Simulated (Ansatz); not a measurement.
```
Si C
1.0
     3.07600    0.00000    0.00000
     0.00000    5.32779    0.00000
     0.00000    0.00000    5.04800
Si C
4 4
Direct
  0.00000 0.29110 0.00000
  0.50000 0.79110 0.00000
  0.50000 0.20890 0.50000
  0.00000 0.70890 0.50000
  0.00000 0.37165 0.38500
  0.50000 0.87165 0.38500
  0.50000 0.12835 0.88500
  0.00000 0.62835 0.88500
```

Space group Cmc2₁; not relaxed (largest force 1.6 eV/Å); computed pressure about −5 GPa in this cell.

Computed with DFT LDA, scalar-relativistic, plane waves, PAW in Ansatz 0.2.0.

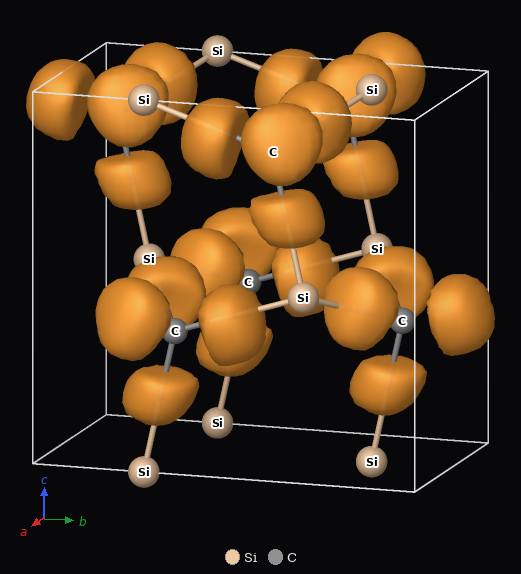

SiC. Isosurface of the electron localisation function at 0.8 (orange), seen slightly off an axis. Core shells and regions of very low density are left out. Sticks mark near contacts.

### Describe the localisation domains.

At this value the surface marks out 16 regions between bonded C–Si atoms (shared pairs), counted in one cell of 8 atoms. Regions shared between cells count once. Along the contacts the grid gives the following. Si–C (1.86 Å): the ELF peaks at about 0.95 between the atoms, as expected for a shared electron pair. Si–C (1.99 Å): the ELF peaks at about 0.90 between the atoms, as expected for a shared electron pair.
